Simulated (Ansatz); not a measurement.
# Band-structure calculation of Sn3O4 (part 2 of 2)

Sn3O4 (14 atoms in the cell); DFT LDA, scalar-relativistic, plane waves, PAW, no spin polarisation (Ansatz 0.2.0); cutoff 420 eV, 6×6×6 k-mesh, Gaussian smearing of 0.1 eV. The structure derives from a Materials Project entry.

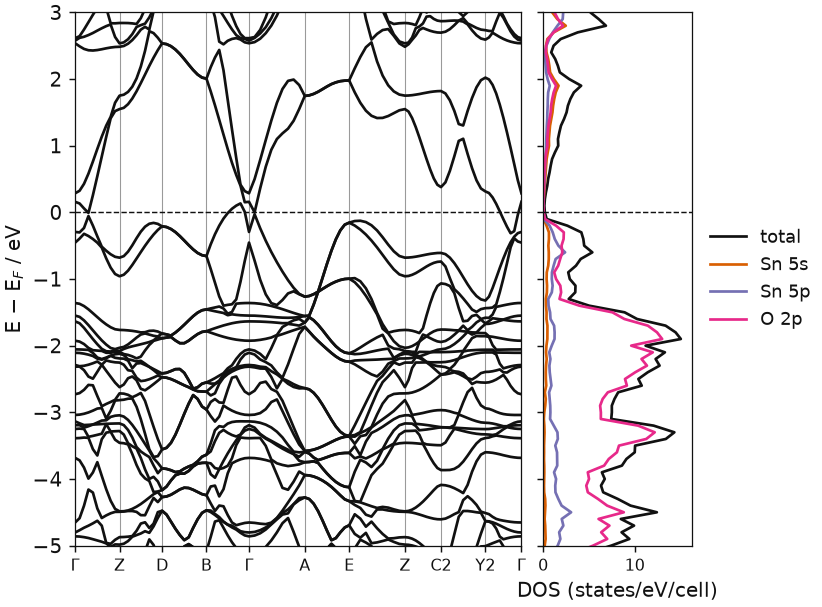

Figure 1. Band structure along Γ–Z–D–B–Γ–A–E–Z–C2–Y2–Γ and density of states (projected on Löwdin-orthogonalised atomic shells), with energies from the Fermi level. Bands cross the Fermi level: a metal at this level of theory.

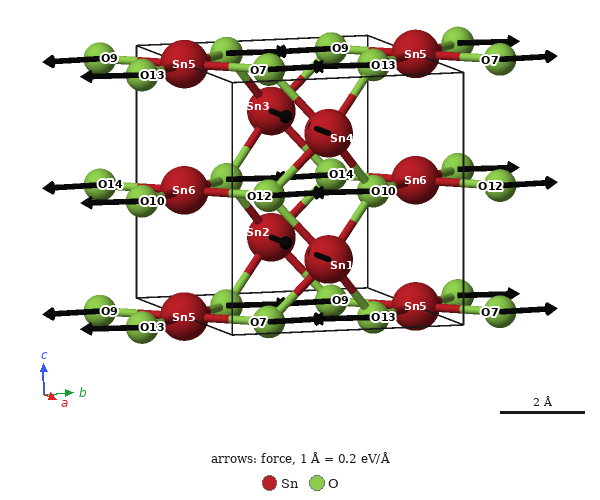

Figure 2. Forces on the atoms as black arrows (ball-and-stick view of the cell of the calculation, seen slightly off an axis; bonded neighbours outside the cell are drawn too; atoms are numbered from 1 in the order of the input). The largest act on all 8 O atoms (0.31 eV/Å); Sn1, Sn2, Sn3, Sn4 (0.27 eV/Å). The geometry is not a stationary point of this energy.

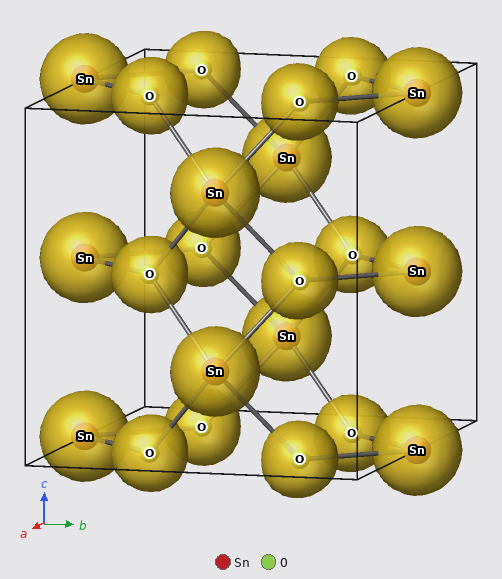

Figure 3. Isosurface of the valence electron density at 1.5 e/Å³ (yellow), seen slightly off an axis. Sticks mark near contacts. The outline is the calculation cell. At this value the density breaks into separate islands; it holds about 60 % of the electrons treated as valence (semicore included). It is pinched off along the Sn–O (2.10 Å), Sn–Sn (2.89 Å) and Sn–O (2.25 Å) contacts. On the grid the lowest density along these lines, outside the cores, is 0.64 e/Å³ (Sn–O, 2.10 Å), 0.35 e/Å³ (Sn–Sn, 2.89 Å) and 0.44 e/Å³ (Sn–O, 2.25 Å). Core electrons are frozen (PAW), so the fields are smoothed inside the atomic spheres.

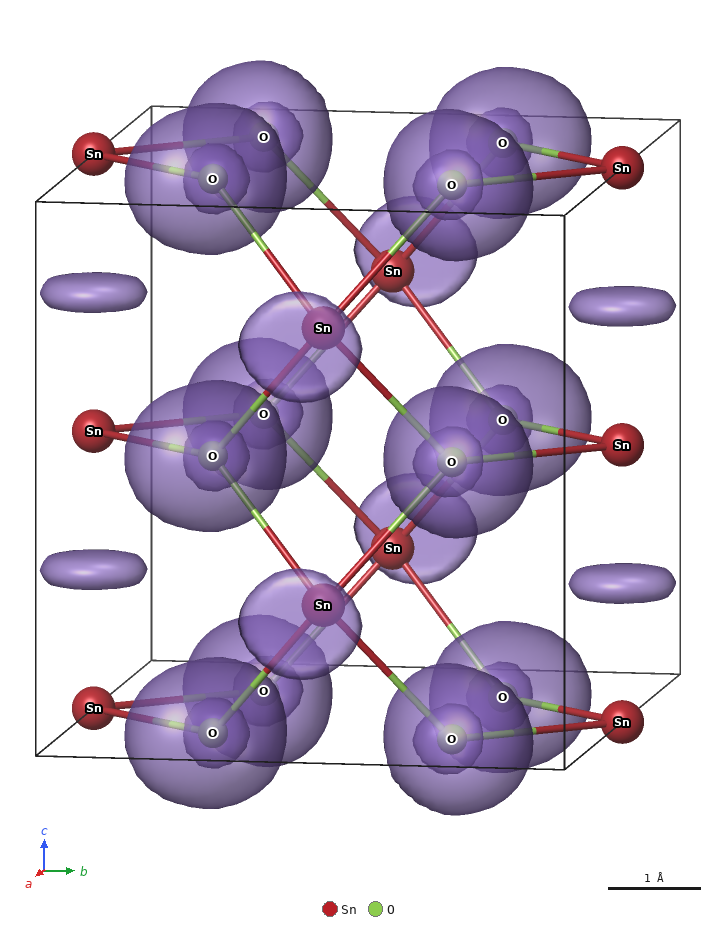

Figure 4. Isosurface of the electron localisation function at 0.7 (purple), seen slightly off an axis. Core shells and regions of very low density are left out. Sticks mark near contacts. The outline is the calculation cell. Along the contacts the grid gives the following. Sn–O (2.10 Å): the ELF is about 0.25 at the midpoint (a polar contact without a shared pair, in a metal).

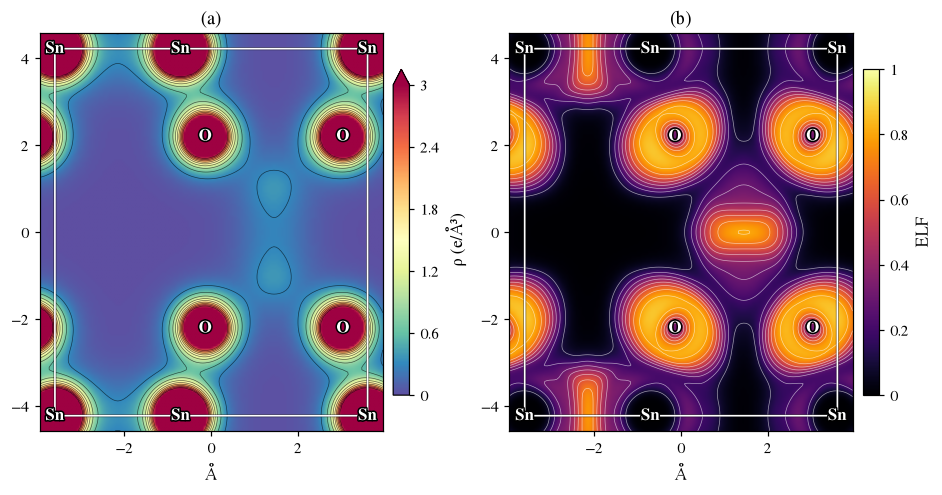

Figure 5. (a) valence pseudo-density; (b) electron localisation function on the (011̄) plane of the calculation cell. Atoms in the plane: Sn and O. Sn–O (2.10 Å): the density is about 0.64 e/Å³ at the midpoint; the ELF is about 0.25 at the midpoint; a polar contact without a shared pair, in a metal. Sn–Sn (2.89 Å): ρ at the midpoint is about 0.35 e/Å³; the ELF peaks at about 0.75 between the atoms (a covalent bond). The density dies away to nearly zero in the voids.

This output came from the following input.

Input:
```yaml
crystal:
  lattice:
    - [7.1964843136, 0.0, 0.0066358109]
    - [0.0, 5.8453674166, 0.0]
    - [-0.006895503, 0.0, 6.0986465819]
  atoms:
    - { symbol: Sn, position: [0.7989685332, 0.5000002816, 0.2500171667] }
    - { symbol: Sn, position: [0.2010314668, 0.5000002816, 0.2499828333] }
    - { symbol: Sn, position: [0.2010314668, 0.4999997184, 0.7499828333] }
    - { symbol: Sn, position: [0.7989685332, 0.4999997184, 0.7500171667] }
    - { symbol: Sn, position: [0.5, 0.0, 0.0] }
    - { symbol: Sn, position: [0.5, 0.0, 0.5] }
    - { symbol: O, position: [0.7200340225, 0.2739681733, 1.0000024878] }
    - { symbol: O, position: [0.2799659775, 0.2739681733, 0.4999975122] }
    - { symbol: O, position: [0.2799659775, 0.7260318267, -2.4878e-06] }
    - { symbol: O, position: [0.7200340225, 0.7260318267, 0.5000024878] }
    - { symbol: O, position: [0.279717676, 0.2737734246, -1.9187e-06] }
    - { symbol: O, position: [0.720282324, 0.2737734246, 0.5000019187] }
    - { symbol: O, position: [0.720282324, 0.7262265754, 1.0000019187] }
    - { symbol: O, position: [0.279717676, 0.7262265754, 0.4999980813] }
basis:
  ecutwfc: 420
kpoints:
  mp_grid: { grid: [6, 6, 6] }
  band_path:
    path:
      - [0.0, 0.0, 0.0]
      - [0.0, 0.5, 0.0]
      - [0.0, 0.5, 0.5]
      - [0.0, 0.0, 0.5]
      - [0.0, 0.0, 0.0]
      - [-0.5, 0.0, 0.5]
      - [-0.5, 0.5, 0.5]
      - [0.0, 0.5, 0.0]
      - [-0.5, 0.5, 0.0]
      - [-0.5, 0.0, 0.0]
      - [0.0, 0.0, 0.0]
    npoints: 10
hamiltonian:
  xc: lda
scf:
  occupations: { method: gaussian, width: 0.1 }
  n_extra_bands: 35
output:
  forces: true
  stress: true
  eigenvalues: true
  populations: true
  dos: { projected: true, de: 0.02, nscf_kmesh: { grid: [9, 9, 9] } }
  bader: false
  write_density: true
  write_potential: true
  elf: true
  volumetric_format: npy
```

Launched with:
```bash
ansatz run input.yaml --threads 4 --pin off --max-ram 10240MiB --backend cpu --events-out ev --progress --plain --runs-dir out
```

Key numbers:

| quantity | value |
| --- | --- |
| outcome | converged |
| space group (tolerance 0.01 Å) | Pmmm (47) |
| electrons treated | 132 |
| free energy | −39715.4134 eV |
| Fermi energy | 6.632 eV |
| gap on the k-point mesh | none (metallic) |
| pressure | −6.51 GPa |
| largest force (length of the vector) | 0.306 eV/Å |
| hardware | 4 threads of Arm Neoverse V1, 24 GiB of memory available, shared host |
| wall time | 3.1 min (CPU time 12 min) |
| peak memory | 3.1 GiB |

Notes:

The cell is under a tension of 6.5 GPa at this level, so it is not at its equilibrium volume.
